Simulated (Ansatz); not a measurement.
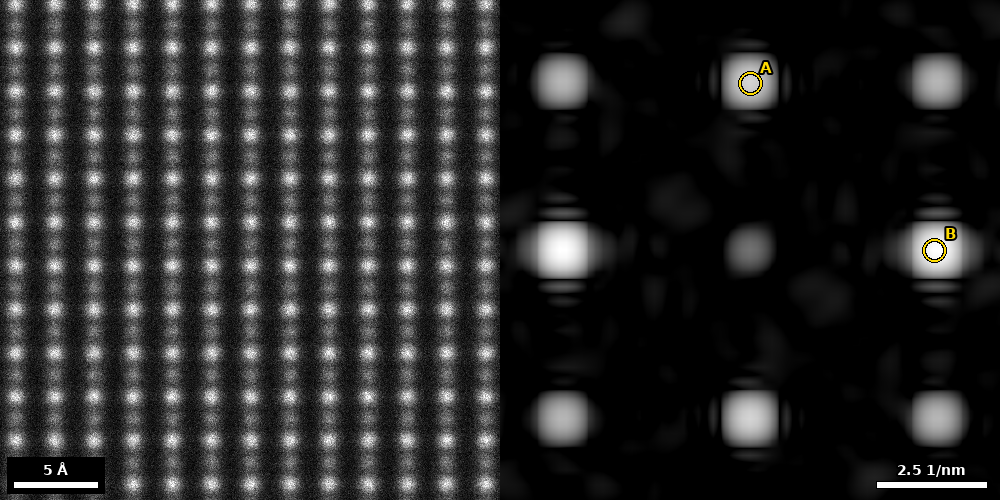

iDPC-like image of a crystal. Simulated as the projected potential of neutral atoms (B = 0.8 Å²) blurred by a 0.63 Å probe, the thin-sample limit of integrated differential phase contrast. Shot noise was added.

The right panel is the modulus of the image's Fourier transform on a logarithmic scale.

> Which lattice spacings do the marked spots stand for, and what angle do A and B enclose?

A: 2.6 Å, B: 2.4 Å; A and B enclose about 90°.

The crystal is W (P6/mmm, No. 191) along [210]; the spots are (0 0 -1) and (1 -2 0). Atomic positions: the input geometry of an electronic-structure calculation (not necessarily at equilibrium); the starting structure was generated, so it need not be a known form of this composition.
